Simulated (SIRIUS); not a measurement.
System: MgTe.

```
Te Mg
1.0
     6.46400    0.00000    0.00000
     0.00000    0.00000   -6.46400
     0.00000    6.46400    0.00000
Te Mg
4 4
Direct
  0.25000 0.75000 0.25000
  0.75000 0.75000 0.75000
  0.75000 0.25000 0.25000
  0.25000 0.25000 0.75000
  0.50000 0.50000 0.00000
  0.00000 0.50000 0.50000
  0.00000 0.00000 0.00000
  0.50000 0.00000 0.50000
```

Space group F-43m; a structure from a database of computed crystals, not necessarily the ambient phase.

The calculation used Kohn-Sham DFT of a periodic cell, PBE, all-electron FP-LAPW in SIRIUS 7.12.0.

Predict the electron density between the atoms.

Answer. Mg–Te (2.80 Å): ρ at the midpoint is about 0.31 e/Å³.

Does the calculation give a band gap?

Answer. It is gapped, with a Kohn–Sham gap of 2.4 eV on the k-point mesh, an upper bound to the gap of this method.

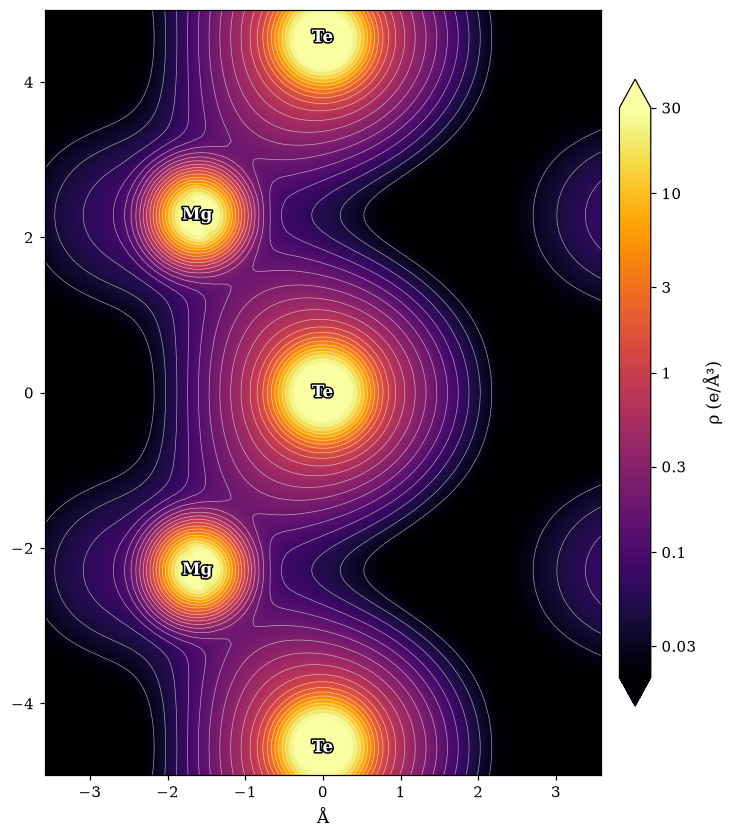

Computed electron density on the (011) plane of the conventional cell. 

The calculation treats all electrons.
